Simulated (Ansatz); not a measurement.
Read the following structure.

```yaml
crystal:
  lattice:
    - [3.54761, 0.00000, 0.00000]
    - [0.00000, 13.56069, 0.00000]
    - [0.00000, 0.00000, 3.57922]
  atoms:
    - { symbol: Ti, position: [0.50000, 0.60318, 0.75000] }
    - { symbol: Ti, position: [0.00000, 0.89682, 0.25000] }
    - { symbol: Si, position: [0.50000, 0.94085, 0.75000] }
    - { symbol: Si, position: [0.00000, 0.55915, 0.25000] }
    - { symbol: Si, position: [0.00000, 0.75017, 0.75000] }
    - { symbol: Si, position: [0.50000, 0.74983, 0.25000] }
    - { symbol: Ti, position: [0.00000, 0.10318, 0.75000] }
    - { symbol: Ti, position: [0.50000, 0.39682, 0.25000] }
    - { symbol: Si, position: [0.00000, 0.44085, 0.75000] }
    - { symbol: Si, position: [0.50000, 0.05915, 0.25000] }
    - { symbol: Si, position: [0.50000, 0.25017, 0.75000] }
    - { symbol: Si, position: [0.00000, 0.24983, 0.25000] }
```

### Describe what this structure looks like.

The stoichiometry is TiSi2. It is base-centred orthorhombic, space group Cmcm (No. 63). One cell contains 4 Ti, 8 Si, 12 atoms in all. Taking every contact within bonding distance, one finds Ti 10 and Si 8. Not all metal-metal contacts are counted.

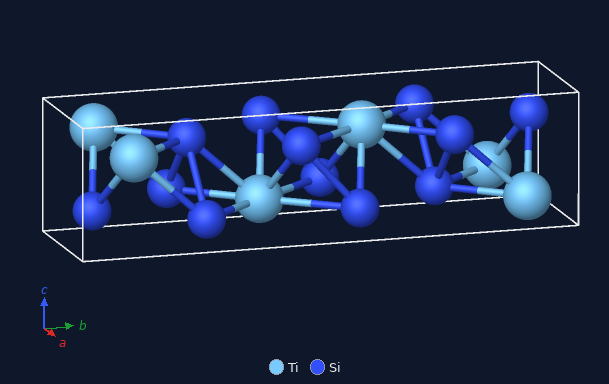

The image is a ball-and-stick drawing of a crystal, viewed slightly off an axis. Lines trace the edges of the conventional unit cell.

Source of the structure: a structure listed in the Materials Project. The final geometry of a relaxation with DFT PBE, scalar-relativistic, plane waves, PAW (Ansatz 0.2.0) is shown.
